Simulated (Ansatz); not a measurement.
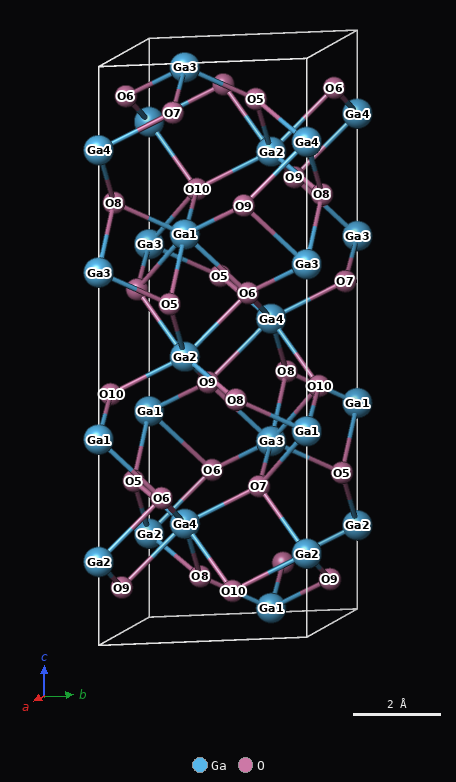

**Figure 1.** The structure as given in the input (ball-and-stick view of the cell 3 times as large as that of the calculation, set on its symmetry axes, seen slightly off an axis; atoms are numbered from 1 in the order of the input). Near neighbours in the crystal (not all of them lie inside the picture): Ga has 6 O at 1.93 to 2.08 Å; O has 4 Ga at 1.93 to 2.08 Å.

## Ga2O3: a changed input and its effect

System: Ga2O3 (R-3c, 10 atoms in the cell).
Method of run A: DFT PBEsol, scalar-relativistic, plane waves, PAW, no spin polarisation (Ansatz 0.2.0).

The structure was built on a prototype by a generator; it need not be a known phase. Text and figures count atoms from 1; the logs count them from 0 in places.

## The input, run A
```yaml
crystal:
  lattice:
    - [2.5003396034, 1.4435717431, 4.4826774567]
    - [-2.5003396034, 1.4435717431, 4.4826774567]
    - [0.0, -2.8871434861, 4.4826774567]
  atoms:
    - { symbol: Ga, position: [0.3556974149, 0.3556974149, 0.3556974149] }
    - { symbol: Ga, position: [0.1443025851, 0.1443025851, 0.1443025851] }
    - { symbol: Ga, position: [0.6443025851, 0.6443025851, 0.6443025851] }
    - { symbol: Ga, position: [0.8556974149, 0.8556974149, 0.8556974149] }
    - { symbol: O, position: [0.5528008085, 0.9471991915, 0.25] }
    - { symbol: O, position: [0.25, 0.5528008085, 0.9471991915] }
    - { symbol: O, position: [0.9471991915, 0.25, 0.5528008085] }
    - { symbol: O, position: [0.4471991915, 0.0528008085, 0.75] }
    - { symbol: O, position: [0.75, 0.4471991915, 0.0528008085] }
    - { symbol: O, position: [0.0528008085, 0.75, 0.4471991915] }
basis:
  ecutwfc: 420
kpoints:
  mp_grid: { grid: [6, 6, 6] }
  band_path:
    path:
      - [0.0, 0.0, 0.0]
      - [0.5, 0.5, 0.5]
      - [0.7641963376, 0.2358036624, 0.5]
      - [0.5, -0.2358036624, 0.2358036624]
      - [0.5, 0.0, 0.0]
      - [0.3679018312, -0.3679018312, 0.0]
      - [0.6320981688, 0.0, 0.3679018312]
      - [0.5, 0.0, 0.5]
      - [0.0, 0.166667, -0.166667]
    npoints: 1
hamiltonian:
  xc: pbesol
scf:
  occupations: { method: gaussian, width: 0.02 }
  n_extra_bands: 8
output:
  forces: true
  stress: true
  eigenvalues: true
  write_density: true
  write_potential: true
  elf: true
  volumetric_format: npy
```

Command:
```bash
ansatz run input.yaml --threads 2 --pin off --max-ram 5120MiB --backend cpu --events-out ev --progress --plain --runs-dir out
```

Hardware: 2 threads of Intel Xeon @ 2.10GHz (Emerald Rapids), 189 GiB of memory available, shared host.

## Output, shortened to warnings, some set-up lines, iterations and results (run A)
```
Basis set: ecut = 420 eV, 1899 PW (Γ), exchange–correlation on 72×72×72 points (8 copies of the dense FFT grid, shifted against one another)
Symmetry: 12 space group operations
k-points: 32 of 216
Initial density: superposition of atomic densities (neutral atoms: chi_scale 0, normalization atom), corrected by the library's trained network
[...]
SCF iter   1: F=—  HF=-18341.820853 eV  |F-HF|=—  |Δ(HF+E_count)|=         —  Δρ=1.73e-2  dr2=2.19e-1  ethr=1.77e-3  ⟨swp⟩=6.6  Hψ=6017  notcnv=0  defer=2
SCF iter   2: F=—  HF=-18341.756001 eV  |F-HF|=—  |Δ(HF+E_count)|=   6.49e-2  Δρ=2.33e-3  dr2=2.91e-3  ethr=2.48e-4  ⟨swp⟩=2.1  Hψ=2621  notcnv=0  defer=83
SCF iter   3: F=—  HF=-18341.755925 eV  |F-HF|=—  |Δ(HF+E_count)|=   7.64e-5  Δρ=1.15e-3  dr2=7.13e-4  ethr=3.31e-6  ⟨swp⟩=2.0  Hψ=2326  notcnv=0  defer=83
SCF iter   4: F=—  HF=-18341.756058 eV  |F-HF|=—  |Δ(HF+E_count)|=   1.33e-4  Δρ=4.58e-4  dr2=1.25e-4  ethr=8.10e-7  ⟨swp⟩=2.7  Hψ=3124  notcnv=0  defer=83
SCF iter   5: F=—  HF=-18341.756006 eV  |F-HF|=—  |Δ(HF+E_count)|=   5.21e-5  Δρ=1.00e-4  dr2=9.59e-6  ethr=1.42e-7  ⟨swp⟩=2.8  Hψ=3334  notcnv=0  defer=83
SCF iter   6: F=—  HF=-18341.756017 eV  |F-HF|=—  |Δ(HF+E_count)|=   1.10e-5  Δρ=2.12e-5  dr2=2.58e-7  ethr=1.09e-8  ⟨swp⟩=2.0  Hψ=2989  notcnv=0  defer=83
SCF iter   7: F=-18341.756017 eV  HF=-18341.756017 eV  |F-HF|=9.17e-9  |Δ(HF+E_count)|=   3.86e-8  Δρ=4.03e-6  dr2=1.49e-8  ethr=1.14e-10  ⟨swp⟩=13.2  Hψ=11172  notcnv=0
SCF 1 converged in 7 iterations: F = -18341.756017 eV  dr2 = 1.49e-8
NSCF: frozen V_eff on 9 k-points
SCF converged after 7 iterations
Free energy (F): -18341.756017 eV
Harris-Foulkes:  -18341.756017 eV  (|F-HF|=9.17e-9)
Internal energy: -18341.756017 eV  (E = F + TS)
E sigma→0 (E₀):  -18341.756017 eV
Fermi energy:    10.340853 eV
--- Per-component energies (eV) ---
  E_band       = -5.675004
  E_kinetic    = 1518.873621
  E_local      = -8529.965665  (includes V_loc(G=0)·N_el)
  E_nonlocal   = 2029.021710
  E_hartree    = 3846.420414
  E_xc         = -705.548066
  E_vxc        = -788.034364  (∫ρ·V_xc dr)
  E_paw        = -8753.099574  (= ΣΔE_a)
  E_vpaw       = -1928.430160  (= ΣTr[D̂ρ^β])
  E_aug_tail   = 0.014502  (compensation charges beyond the density's cutoff)
  E_ewald      = -7751.136597
  E_core_change = 3.663639  (= ΣΔE_core)
  E_smearing   = -0.000000  (= −TS)
  E_closure    = -0.000000  (closes the sum)
  Σ components = -18341.756017   (vs F -18341.756017, Δ=0.00e0)
--- Forces (eV/Å), atoms counted from 1 ---
  atom   1  Ga     0.00000000     0.00000000     0.00113061
  atom   2  Ga     0.00000000    -0.00000000    -0.00113061
  atom   3  Ga    -0.00000000    -0.00000000    -0.00113061
  atom   4  Ga    -0.00000000     0.00000000     0.00113061
  atom   5  O     -0.00112924    -0.00000000     0.00000000
  atom   6  O      0.00056462    -0.00097795     0.00000000
  atom   7  O      0.00056462     0.00097795    -0.00000000
  atom   8  O      0.00112924    -0.00000000    -0.00000000
  atom   9  O     -0.00056462     0.00097795    -0.00000000
  atom  10  O     -0.00056462    -0.00097795     0.00000000
  max |Σ_I F_I| component: 1.04e-17 eV/Å
--- Stress (GPa, compression-positive) ---
       -0.031017       0.000000       0.000000
       -0.000000      -0.031017       0.000000
        0.000000       0.000000       0.005629
  P = ⅓ Tr σ = -0.0188 GPa (-0.188 kbar)
```

The input of run B differs as follows (lines with − go, lines with + come):
```diff
-  ecutwfc: 420
+  ecutwfc: 500
-  xc: pbesol
+  xc: r2scan
```

What does this change do to the results?

The total energies belong to different methods, so their difference says nothing on which is more stable or more accurate. The gap on the mesh goes from 2.70 to 3.47 eV. The pressure goes from −0.02 to −1.66 GPa. The largest force goes from 0.001 to 0.064 eV/Å. The functional changes from PBEsol to r2SCAN. The number of SCF iterations is the same. The plane waves at Γ go from 1899 to 2453. On the same kind of shared host run B took about 2 times as long.

## Output, shortened to warnings, some set-up lines, iterations and results (run B)
```
Basis set: ecut = 500 eV, 2453 PW (Γ), exchange–correlation on 160×160×160 points (64 copies of the dense FFT grid, shifted against one another)
Symmetry: 12 space group operations
k-points: 32 of 216
Initial density: superposition of atomic densities (neutral atoms: chi_scale 0, normalization atom), corrected by the library's trained network
[...]
SCF iter   1: F=—  HF=-18577.462326 eV  |F-HF|=—  |Δ(HF+E_count)|=         —  Δρ=1.46e-2  dr2=9.23e-2  dr2_τ=3.83e-1  ethr=1.77e-3  ⟨swp⟩=6.6  Hψ=6201  notcnv=0
SCF iter   2: F=—  HF=-18577.660534 eV  |F-HF|=—  |Δ(HF+E_count)|=   1.98e-1  Δρ=7.47e-3  dr2=3.05e-2  dr2_τ=1.04e-3  ethr=1.05e-4  ⟨swp⟩=2.7  Hψ=3561  notcnv=0  defer=86
SCF iter   3: F=—  HF=-18577.660147 eV  |F-HF|=—  |Δ(HF+E_count)|=   3.87e-4  Δρ=3.77e-3  dr2=4.49e-3  dr2_τ=6.48e-4  ethr=3.46e-5  ⟨swp⟩=3.0  Hψ=3121  notcnv=0  defer=86
SCF iter   4: F=—  HF=-18577.659533 eV  |F-HF|=—  |Δ(HF+E_count)|=   6.14e-4  Δρ=6.03e-4  dr2=1.85e-4  dr2_τ=5.85e-5  ethr=5.10e-6  ⟨swp⟩=2.0  Hψ=2964  notcnv=0  defer=86
SCF iter   5: F=—  HF=-18577.659602 eV  |F-HF|=—  |Δ(HF+E_count)|=   6.95e-5  Δρ=1.46e-4  dr2=1.05e-5  dr2_τ=1.50e-6  ethr=2.10e-7  ⟨swp⟩=2.0  Hψ=2986  notcnv=0  defer=86
SCF iter   6: F=—  HF=-18577.659614 eV  |F-HF|=—  |Δ(HF+E_count)|=   1.17e-5  Δρ=1.66e-5  dr2=2.49e-7  dr2_τ=1.50e-8  ethr=1.19e-8  ⟨swp⟩=2.0  Hψ=2986  notcnv=0  defer=86
SCF iter   7: F=-18577.659614 eV  HF=-18577.659614 eV  |F-HF|=1.82e-11  |Δ(HF+E_count)|=   1.28e-7  Δρ=5.66e-6  dr2=3.02e-8  dr2_τ=9.73e-10  ethr=1.14e-10  ⟨swp⟩=13.2  …
SCF 1 converged in 7 iterations: F = -18577.659614 eV  dr2 = 3.02e-8
NSCF: frozen V_eff on 9 k-points
SCF converged after 7 iterations
Free energy (F): -18577.659614 eV
Harris-Foulkes:  -18577.659614 eV  (|F-HF|=1.82e-11)
Internal energy: -18577.659614 eV  (E = F + TS)
E sigma→0 (E₀):  -18577.659614 eV
Fermi energy:    10.434254 eV
--- Per-component energies (eV) ---
  E_band       = -56.345034
  E_kinetic    = 1526.942881
  E_local      = -8551.301357  (includes V_loc(G=0)·N_el)
  E_nonlocal   = 2032.606746
  E_hartree    = 3874.354524
  E_xc         = -684.251146
  E_vxc        = -863.044710  (∫ρ·V_xc dr)
  E_paw        = -9022.076638  (= ΣΔE_a)
  E_vpaw       = -2001.401307  (= ΣTr[D̂ρ^β])
  E_aug_tail   = 0.005896  (compensation charges beyond the density's cutoff)
  E_vtau       = 51.134792  (kinetic-family band-sum trace: ∫τ·v_τ [+ j·A + Jᵃ·Aᵃ] dr)
  E_ewald      = -7751.136597
  E_core_change = -2.803925  (= ΣΔE_core)
  E_smearing   = -0.000000  (= −TS)
  E_closure    = 0.000000  (closes the sum)
  Σ components = -18577.659614   (vs F -18577.659614, Δ=0.00e0)
--- Forces (eV/Å), atoms counted from 1 ---
  atom   1  Ga     0.00000000    -0.00000000    -0.01662119
  atom   2  Ga     0.00000000     0.00000000     0.01662119
  atom   3  Ga    -0.00000000     0.00000000     0.01662119
  atom   4  Ga    -0.00000000    -0.00000000    -0.01662119
  atom   5  O      0.06442719     0.00000000     0.00000000
  atom   6  O     -0.03221359     0.05579558    -0.00000000
  atom   7  O     -0.03221359    -0.05579558     0.00000000
  atom   8  O     -0.06442719    -0.00000000     0.00000000
  atom   9  O      0.03221359    -0.05579558     0.00000000
  atom  10  O      0.03221359     0.05579558    -0.00000000
  max |Σ_I F_I| component: 1.39e-17 eV/Å
--- Stress (GPa, compression-positive) ---
       -1.911969       0.000000       0.000000
       -0.000000      -1.911969       0.000000
        0.000000       0.000000      -1.142665
  P = ⅓ Tr σ = -1.6555 GPa (-16.555 kbar)
```

## The two runs side by side

| quantity | run A | run B |
| --- | --- | --- |
| outcome | converged | converged |
| free energy per atom (eV) | −1834.1756 | −1857.7660 |
| gap on the mesh (eV) | 2.70 | 3.47 |
| pressure (GPa) | −0.02 | −1.66 |
| largest force (eV/Å) | 0.001 | 0.064 |
| SCF iterations | 7 | 7 |
| irreducible k-points | 32 | 32 |
| plane waves at Γ | 1899 | 2453 |
| wall time (shared host) | 12 s | 25 s |
